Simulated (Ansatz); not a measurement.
Geometry relaxation of SiO2 (part 1 of 3)

SiO2 (P4₁2₁2, 12 atoms in the cell), computed with DFT, PBE, plane waves, PAW, no spin polarisation (Ansatz 0.2.0).

The structure derives from a Materials Project entry. Figures and captions count atoms from 1; the log counts them from 0 in places.

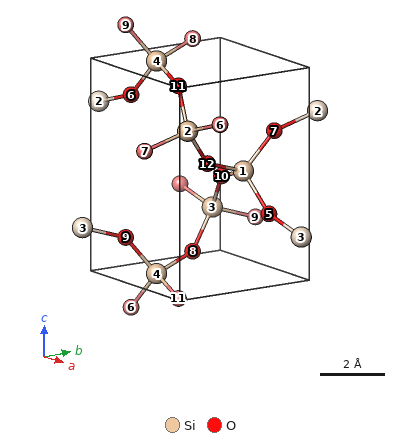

The structure as given in the input (ball-and-stick view of the cell of the calculation, seen at an oblique angle; neighbours outside the cell are drawn fainter; atoms are numbered from 1 in the order of the input). An atom can appear more than once, as a periodic image. Near neighbours in the periodic cell (some may lie outside the picture): Si has 4 O at 1.61 Å; O has 2 Si at 1.61 Å.

## Summary

| quantity | value |
| --- | --- |
| outcome | converged |
| space group (tolerance 0.01 Å) | P4₁2₁2 (92) |
| electrons treated | 64 |
| free energy | −7096.3414 eV |
| Fermi energy | 3.595 eV |
| gap on the k-point mesh | 5.50 eV |
| pressure | 0.00 GPa |
| final volume | 184.79 Å³ |
| largest force (length of the vector) at the end | 0.001 eV/Å |
| final cell | a = 5.093 Å, b = 5.093 Å, c = 7.125 Å, α = 90.00°, β = 90.00°, γ = 90.00° |
| hardware | 4 threads of Intel Xeon (Sapphire Rapids), 32 GiB of memory available, shared host |
| wall time | 4.5 s (CPU time 15 s) |
| peak memory | 0.48 GiB |

## Remarks

Settings chosen away from the usual ones: kpoints.mp_grid.grid set to [2, 2, 1] (from [6, 6, 4]). These settings are looser than, or depart from, a standard set-up, so the numbers are not reference values for this system. So coarse a mesh can miss the band edges, so the true gap of this method can be much smaller, or zero.

## The input
```yaml
crystal:
  lattice:
    - [4.99264721, 0.0, 0.0]
    - [0.0, 4.99264721, 0.0]
    - [0.0, 0.0, 6.93392642]
  atoms:
    - { symbol: Si, position: [0.6986584, 0.6986584, 0.5] }
    - { symbol: Si, position: [0.8013416, 0.1986584, 0.75] }
    - { symbol: Si, position: [0.1986584, 0.8013416, 0.25] }
    - { symbol: Si, position: [0.3013416, 0.3013416, 0.0] }
    - { symbol: O, position: [0.89356859, 0.76138645, 0.32010849] }
    - { symbol: O, position: [0.10643141, 0.23861355, 0.82010849] }
    - { symbol: O, position: [0.76138645, 0.89356859, 0.67989151] }
    - { symbol: O, position: [0.26138645, 0.60643141, 0.07010849] }
    - { symbol: O, position: [0.23861355, 0.10643141, 0.17989151] }
    - { symbol: O, position: [0.39356859, 0.73861355, 0.42989151] }
    - { symbol: O, position: [0.60643141, 0.26138645, 0.92989151] }
    - { symbol: O, position: [0.73861355, 0.39356859, 0.57010849] }
basis:
  ecutwfc: 420
kpoints:
  mp_grid: { grid: [2, 2, 1] }
hamiltonian:
  xc: pbe
scf:
  occupations: { method: gaussian, width: 0.02 }
output:
  forces: true
  eigenvalues: true
  stress: true
relax:
  adjacent_minimum: "off"
  f_tol: 0.005
  max_steps: 80
  cell: { stress_tol: 0.05 }
```

Launched with:
```bash
ansatz run input.yaml --threads 4 --pin off --max-ram 10240MiB --backend cpu --events-out ev --progress --plain --runs-dir out
```

## Output
```
The last accepted step is kept in [file] (removed where the run ends without a failure and the disk answers)
Engine: ansatz 0.2.0, x86_64-unknown-linux-gnu
Pseudopotentials: kind: paw
Pseudopotential: Si, paw, valence charge 4, recommended cutoff 420 eV (normal), Si.paw.azcp
Pseudopotential: O, paw, valence charge 6, recommended cutoff 420 eV (normal), O.paw.azcp
Functional definition: PBE
  parameter kappa = 0.804
  parameter beta = 0.06672455060314922
  exchange = pbe_x(kappa = kappa, mu = beta*pi^2/3)
  correlation = pbe_c(beta = beta)
Crystal: 12 atoms, lattice volume = 172.839 Å³
Basis set: ecut = 420 eV, 3379 PW (Γ), exchange–correlation on 72×72×96 points (8 copies of the dense FFT grid, shifted against one another)
Bands: 44, of which v1, the nominal top of the filled ones, is band 32 counted from 1 (31 counted from 0)
Symmetry: 8 space group operations
Space group: P41212 (ITA 92), of the structure as read, at distance tolerance 5.6e-5 Å
k-points: 3 of 4
Non-local potential: Si, projectors of the file, l = 0: 2, l = 1: 2, l = 2: 2
Non-local potential: O, projectors of the file, l = 0: 2, l = 1: 2, l = 2: 1
PAW form: soft (Blöchl's): semilocal exchange-correlation on the pseudo side does not see the compensation charge
PAW one-centre angular grid: Si, 110 points (default); XC on 64 Gauss nodes
PAW one-centre angular grid: O, 110 points (default); XC on 64 Gauss nodes
Initial density: superposition of atomic densities (neutral atoms: chi_scale 0, normalization atom), corrected by the library's trained network
Initial wavefunctions: pseudopotential atomic-orbital guess
Functional: x = pbe(κ = 0.804, μ = 0.2195149727645171), c = pbe(β = 0.06672455060314922)
SCF iter   1: F=—  HF=-7096.247115 eV  |F-HF|=—  |Δ(HF+E_count)|=         —  Δρ=1.09e-3  dr2=5.18e-4  ethr=1.77e-3  ⟨swp⟩=7.3  Hψ=702  notcnv=0
preconditioner: auto → Resta (q_TF=auto, 2.312 Å⁻¹)  ε∞=2.8  [insulator: Δε(μ)=5.709 eV  Ē_g=16.770 eV  σ=0.020 eV  W_gap=1.00  n_scr=36 (ndim 8)  ℏωp=22.6 eV  f_vac=0.227  D(μ)=0.00/eV (n_scr^D=0)  ε∞_Penn≈2.8]
SCF iter   2: F=—  HF=-7096.250435 eV  |F-HF|=—  |Δ(HF+E_count)|=   3.32e-3  Δρ=5.81e-4  dr2=1.78e-4  ethr=8.09e-7  ⟨swp⟩=2.7  Hψ=302  notcnv=0  defer=13
SCF iter   3: F=—  HF=-7096.251365 eV  |F-HF|=—  |Δ(HF+E_count)|=   9.30e-4  Δρ=1.07e-4  dr2=1.07e-5  ethr=2.78e-7  ⟨swp⟩=2.0  Hψ=236  notcnv=0  defer=13
SCF iter   4: F=—  HF=-7096.251896 eV  |F-HF|=—  |Δ(HF+E_count)|=   5.31e-4  Δρ=4.30e-5  dr2=1.55e-6  ethr=1.67e-8  ⟨swp⟩=2.0  Hψ=195  notcnv=0  defer=13
SCF iter   5: F=—  HF=-7096.251897 eV  |F-HF|=—  |Δ(HF+E_count)|=   8.81e-7  Δρ=1.91e-5  dr2=3.73e-7  ethr=2.42e-9  ⟨swp⟩=2.0  Hψ=191  notcnv=0  defer=13
SCF iter   6: F=-7096.251898 eV  HF=-7096.251898 eV  |F-HF|=1.09e-8  |Δ(HF+E_count)|=   3.51e-7  Δρ=1.76e-6  dr2=6.53e-9  ethr=1.56e-10  ⟨swp⟩=11.0  Hψ=621  notcnv=0
SCF 1 converged in 6 iterations: F = -7096.251898 eV  dr2 = 6.53e-9
  greatest PAW one-centre occupation: 0.862 electrons in one spin orbital (limit 2), on the O atom at site 10 (counted from 0), in its partial waves of l = 0
relax step   1: F+E_penalty+E_count = -7096.25189762 eV  Δ(F+E_penalty+E_count) = +0.000e0 eV  max|allowed force component| = 2.497e-1 eV/Å  Δτ_max = 0.0000 Å  P = +4.709 GPa  Ω = 172.839 Å³  (6 SCF iters, dr2 threshold 1.00e-7 eV, accepted)
Crystal: 12 atoms, lattice volume = 175.944 Å³
Basis set: ecut = 420 eV, 3467 PW (Γ), exchange–correlation on 72×72×96 points (8 copies of the dense FFT grid, shifted against one another)
Initial density: handed on by an earlier stage of this run
Initial wavefunctions: those handed on with the density
iter 1 solved again at ethr=3.10e-5 eV; its pass at ethr=3.10e-3 eV (dr2=1.98e-2 eV) is discarded
SCF iter   1: F=—  HF=-7096.302774 eV  |F-HF|=—  |Δ(HF+E_count)|=         —  Δρ=3.71e-3  dr2=2.02e-2  ethr=3.10e-5  ⟨swp⟩=3.3  Hψ=584  notcnv=0
preconditioner: auto → Resta (q_TF=auto, 2.305 Å⁻¹)  ε∞=2.8  [insulator: Δε(μ)=5.591 eV  Ē_g=16.610 eV  σ=0.020 eV  W_gap=1.00  n_scr=36 (ndim 8)  ℏωp=22.4 eV  f_vac=0.239  D(μ)=0.00/eV (n_scr^D=0)  ε∞_Penn≈2.8]
SCF iter   2: F=—  HF=-7096.297402 eV  |F-HF|=—  |Δ(HF+E_count)|=   5.37e-3  Δρ=1.50e-3  dr2=2.27e-3  ethr=3.10e-5  ⟨swp⟩=3.0  Hψ=247  notcnv=0
SCF iter   3: F=—  HF=-7096.297064 eV  |F-HF|=—  |Δ(HF+E_count)|=   3.38e-4  Δρ=6.58e-4  dr2=5.95e-4  ethr=3.55e-6  ⟨swp⟩=1.0  Hψ=132  notcnv=0
SCF iter   4: F=—  HF=-7096.297615 eV  |F-HF|=—  |Δ(HF+E_count)|=   5.51e-4  Δρ=9.06e-5  dr2=1.14e-5  ethr=9.30e-7  ⟨swp⟩=2.0  Hψ=228  notcnv=0
SCF iter   5: F=-7096.297622 eV  HF=-7096.297622 eV  |F-HF|=1.18e-7  |Δ(HF+E_count)|=   7.81e-6  Δρ=1.73e-5  dr2=3.23e-7  ethr=1.87e-9  ⟨swp⟩=9.0  Hψ=695  notcnv=0
SCF 2 converged in 5 iterations: F = -7096.297622 eV  dr2 = 3.23e-7
  greatest PAW one-centre occupation: 0.861 electrons in one spin orbital (limit 2), on the O atom at site 8 (counted from 0), in its partial waves of l = 0
relax step   2: F+E_penalty+E_count = -7096.29762248 eV  Δ(F+E_penalty+E_count) = -4.572e-2 eV  max|allowed force component| = 1.058e-1 eV/Å  Δτ_max = 0.0120 Å  P = +2.346 GPa  Ω = 175.944 Å³  energy of the carried Pulay correction = -1.003e-2 eV  (5 SCF iters, dr2 threshold 1.20e-6 eV, accepted)
Crystal: 12 atoms, lattice volume = 179.688 Å³
Basis set: ecut = 420 eV, 3531 PW (Γ), exchange–correlation on 72×72×96 points (8 copies of the dense FFT grid, shifted against one another)
iter 1 solved again at ethr=4.40e-5 eV; its pass at ethr=3.10e-3 eV (dr2=2.81e-2 eV) is discarded
SCF iter   1: F=—  HF=-7096.314532 eV  |F-HF|=—  |Δ(HF+E_count)|=         —  Δρ=4.41e-3  dr2=2.76e-2  ethr=4.40e-5  ⟨swp⟩=3.0  Hψ=607  notcnv=0
preconditioner: auto → Resta (q_TF=auto, 2.297 Å⁻¹)  ε∞=2.8  [insulator: Δε(μ)=5.495 eV  Ē_g=16.466 eV  σ=0.020 eV  W_gap=1.00  n_scr=36 (ndim 8)  ℏωp=22.2 eV  f_vac=0.247  D(μ)=0.00/eV (n_scr^D=0)  ε∞_Penn≈2.8]
SCF iter   2: F=—  HF=-7096.307820 eV  |F-HF|=—  |Δ(HF+E_count)|=   6.71e-3  Δρ=1.96e-3  dr2=3.64e-3  ethr=4.32e-5  ⟨swp⟩=3.0  Hψ=255  notcnv=0
SCF iter   3: F=—  HF=-7096.307394 eV  |F-HF|=—  |Δ(HF+E_count)|=   4.26e-4  Δρ=8.12e-4  dr2=8.57e-4  ethr=5.68e-6  ⟨swp⟩=1.0  Hψ=132  notcnv=0
SCF iter   4: F=—  HF=-7096.307945 eV  |F-HF|=—  |Δ(HF+E_count)|=   5.51e-4  Δρ=1.13e-4  dr2=1.75e-5  ethr=1.34e-6  ⟨swp⟩=2.0  Hψ=228  notcnv=0
SCF iter   5: F=-7096.307957 eV  HF=-7096.307956 eV  |F-HF|=2.62e-7  |Δ(HF+E_count)|=   1.17e-5  Δρ=1.96e-5  dr2=5.26e-7  ethr=1.87e-9  ⟨swp⟩=6.3  Hψ=734  notcnv=0
SCF 3 converged in 5 iterations: F = -7096.307957 eV  dr2 = 5.26e-7
  greatest PAW one-centre occupation: 0.861 electrons in one spin orbital (limit 2), on the O atom at site 11 (counted from 0), in its partial waves of l = 0
relax step   3: F+E_penalty+E_count = -7096.30795660 eV  Δ(F+E_penalty+E_count) = -1.033e-2 eV  max|allowed force component| = 3.042e-2 eV/Å  Δτ_max = 0.0177 Å  P = -0.075 GPa  Ω = 179.688 Å³  energy of the carried Pulay correction = -2.189e-2 eV  (5 SCF iters, dr2 threshold 1.20e-6 eV, accepted)
Crystal: 12 atoms, lattice volume = 180.866 Å³
Basis set: ecut = 420 eV, 3563 PW (Γ), exchange–correlation on 72×72×96 points (8 copies of the dense FFT grid, shifted against one another)
iter 1 solved again at ethr=1.06e-5 eV; its pass at ethr=3.10e-3 eV (dr2=6.77e-3 eV) is discarded
SCF iter   1: F=—  HF=-7096.307654 eV  |F-HF|=—  |Δ(HF+E_count)|=         —  Δρ=2.58e-3  dr2=7.54e-3  ethr=1.06e-5  ⟨swp⟩=3.7  Hψ=635  notcnv=0
preconditioner: auto → Resta (q_TF=auto, 2.295 Å⁻¹)  ε∞=2.8  [insulator: Δε(μ)=5.536 eV  Ē_g=16.505 eV  σ=0.020 eV  W_gap=1.00  n_scr=36 (ndim 8)  ℏωp=22.1 eV  f_vac=0.248  D(μ)=0.00/eV (n_scr^D=0)  ε∞_Penn≈2.8]
SCF iter   2: F=—  HF=-7096.305981 eV  |F-HF|=—  |Δ(HF+E_count)|=   1.67e-3  Δρ=1.36e-3  dr2=1.91e-3  ethr=1.06e-5  ⟨swp⟩=2.0  Hψ=200  notcnv=0
SCF iter   3: F=—  HF=-7096.305652 eV  |F-HF|=—  |Δ(HF+E_count)|=   3.30e-4  Δρ=2.02e-4  dr2=4.98e-5  ethr=2.98e-6  ⟨swp⟩=2.3  Hψ=205  notcnv=0
SCF iter   4: F=—  HF=-7096.306119 eV  |F-HF|=—  |Δ(HF+E_count)|=   4.68e-4  Δρ=8.26e-5  dr2=7.82e-6  ethr=7.77e-8  ⟨swp⟩=2.0  Hψ=218  notcnv=0
SCF iter   5: F=—  HF=-7096.306120 eV  |F-HF|=—  |Δ(HF+E_count)|=   7.73e-7  Δρ=1.79e-5  dr2=4.57e-7  ethr=1.22e-8  ⟨swp⟩=2.0  Hψ=191  notcnv=0
SCF iter   6: F=-7096.306121 eV  HF=-7096.306121 eV  |F-HF|=1.40e-8  |Δ(HF+E_count)|=   5.89e-7  Δρ=1.73e-6  dr2=7.96e-9  ethr=1.02e-10  ⟨swp⟩=7.7  Hψ=656  notcnv=0
SCF 4 converged in 6 iterations: F = -7096.306121 eV  dr2 = 7.96e-9
relax step   4: F+E_penalty+E_count = -7096.30612085 eV  Δ(F+E_penalty+E_count) = +1.836e-3 eV  max|allowed force component| = 6.972e-3 eV/Å  Δτ_max = 0.0177 Å  P = +0.026 GPa  Ω = 180.866 Å³  energy of the carried Pulay correction = -2.557e-2 eV  (6 SCF iters, dr2 threshold 6.52e-8 eV, accepted)
Crystal: 12 atoms, lattice volume = 181.336 Å³
iter 1 solved again at ethr=1.61e-6 eV; its pass at ethr=3.10e-3 eV (dr2=1.03e-3 eV) is discarded
SCF iter   1: F=—  HF=-7096.304710 eV  |F-HF|=—  |Δ(HF+E_count)|=         —  Δρ=9.82e-4  dr2=1.08e-3  ethr=1.61e-6  ⟨swp⟩=3.3  Hψ=560  notcnv=0
preconditioner: auto → Resta (q_TF=auto, 2.294 Å⁻¹)  ε∞=2.8  [insulator: Δε(μ)=5.531 eV  Ē_g=16.502 eV  σ=0.020 eV  W_gap=1.00  n_scr=36 (ndim 8)  ℏωp=22.1 eV  f_vac=0.249  D(μ)=0.00/eV (n_scr^D=0)  ε∞_Penn≈2.8]
SCF iter   2: F=—  HF=-7096.304484 eV  |F-HF|=—  |Δ(HF+E_count)|=   2.26e-4  Δρ=5.22e-4  dr2=2.68e-4  ethr=1.61e-6  ⟨swp⟩=2.0  Hψ=208  notcnv=0
SCF iter   3: F=—  HF=-7096.304445 eV  |F-HF|=—  |Δ(HF+E_count)|=   3.91e-5  Δρ=1.13e-4  dr2=1.60e-5  ethr=4.19e-7  ⟨swp⟩=2.7  Hψ=217  notcnv=0
SCF iter   4: F=—  HF=-7096.304861 eV  |F-HF|=—  |Δ(HF+E_count)|=   4.16e-4  Δρ=2.98e-5  dr2=9.04e-7  ethr=2.50e-8  ⟨swp⟩=2.0  Hψ=208  notcnv=0
SCF iter   5: F=—  HF=-7096.304859 eV  |F-HF|=—  |Δ(HF+E_count)|=   1.78e-6  Δρ=5.90e-6  dr2=5.08e-8  ethr=1.41e-9  ⟨swp⟩=2.7  Hψ=229  notcnv=0
SCF iter   6: F=-7096.304859 eV  HF=-7096.304859 eV  |F-HF|=1.60e-9  |Δ(HF+E_count)|=   8.51e-8  Δρ=5.92e-7  dr2=8.07e-10  ethr=4.75e-12  ⟨swp⟩=4.0  Hψ=601  notcnv=0
SCF 5 converged in 6 iterations: F = -7096.304859 eV  dr2 = 8.07e-10
  greatest PAW one-centre occupation: 0.860 electrons in one spin orbital (limit 2), on the O atom at site 10 (counted from 0), in its partial waves of l = 0
relax step   5: F+E_penalty+E_count = -7096.30485912 eV  Δ(F+E_penalty+E_count) = +1.262e-3 eV  max|allowed force component| = 8.472e-4 eV/Å  Δτ_max = 0.0065 Å  P = +0.002 GPa  Ω = 181.336 Å³  energy of the carried Pulay correction = -2.703e-2 eV  (6 SCF iters, dr2 threshold 3.04e-9 eV, accepted)
Initial wavefunctions: pseudopotential atomic-orbital guess (no wavefunctions were taken with the density)
iter 1 solved again at ethr=4.78e-7 eV; its pass at ethr=3.10e-3 eV (dr2=3.06e-4 eV) is discarded
SCF iter   1: F=—  HF=-7096.337834 eV  |F-HF|=—  |Δ(HF+E_count)|=         —  Δρ=4.68e-4  dr2=5.25e-5  ethr=4.78e-7  ⟨swp⟩=4.0  Hψ=1029  notcnv=0
preconditioner: auto → Resta (q_TF=auto, 2.294 Å⁻¹)  ε∞=2.8  [insulator: Δε(μ)=5.530 eV  Ē_g=16.502 eV  σ=0.020 eV  W_gap=1.00  n_scr=36 (ndim 8)  ℏωp=22.1 eV  f_vac=0.248  D(μ)=0.00/eV (n_scr^D=0)  ε∞_Penn≈2.8]
SCF iter   2: F=—  HF=-7096.340386 eV  |F-HF|=—  |Δ(HF+E_count)|=   2.55e-3  Δρ=2.20e-4  dr2=1.21e-5  ethr=8.21e-8  ⟨swp⟩=2.0  Hψ=233  notcnv=0
SCF iter   3: F=—  HF=-7096.341203 eV  |F-HF|=—  |Δ(HF+E_count)|=   8.17e-4  Δρ=6.79e-5  dr2=9.60e-7  ethr=1.90e-8  ⟨swp⟩=2.0  Hψ=191  notcnv=0
SCF iter   4: F=—  HF=-7096.341280 eV  |F-HF|=—  |Δ(HF+E_count)|=   7.69e-5  Δρ=3.28e-6  dr2=7.70e-9  ethr=1.50e-9  ⟨swp⟩=2.0  Hψ=228  notcnv=0
SCF iter   5: F=-7096.341280 eV  HF=-7096.341280 eV  |F-HF|=3.98e-10  |Δ(HF+E_count)|=   3.55e-8  Δρ=2.31e-7  dr2=5.87e-11  ethr=1.00e-12  ⟨swp⟩=5.0  Hψ=637  notcnv=0
SCF 6 converged in 5 iterations: F = -7096.341280 eV  dr2 = 5.87e-11
  greatest PAW one-centre occupation: 0.860 electrons in one spin orbital (limit 2), on the O atom at site 9 (counted from 0), in its partial waves of l = 0
relax step   6: F+E_penalty+E_count = -7096.34127974 eV  Δ(F+E_penalty+E_count) = -3.642e-2 eV  max|allowed force component| = 1.245e-3 eV/Å  Δτ_max = 0.0000 Å  P = +0.358 GPa  Ω = 181.336 Å³  stress off target by 3.76e-1 GPa  SCF on the basis re-selected at this cell (its energy is not comparable with the rows above)  (5 SCF iters)
basis re-selected at this cell: Δ(F+E_penalty+E_count) = -3.642e-2 eV, ΔP = +0.356 GPa vs the last step (what re-selecting the basis moved, of the pressure what is left beyond the Pulay correction that the steps carried, after the strain that the cell walked since its last selection, with what the two solves' SCF thresholds leave and, on support functions, any second-order correction that the steps lacked; it is no measure of the basis error at this ecutwfc). This SCF's stress stands 3.76e-1 GPa from its target on what of the cell is left free (relax.cell.stress_tol is 5.00e-2 GPa) and its largest allowed force component is 1.24e-3 eV/Å (relax.f_tol is 5.00e-3 eV/Å): not within both, so this SCF does not close the relaxation
```
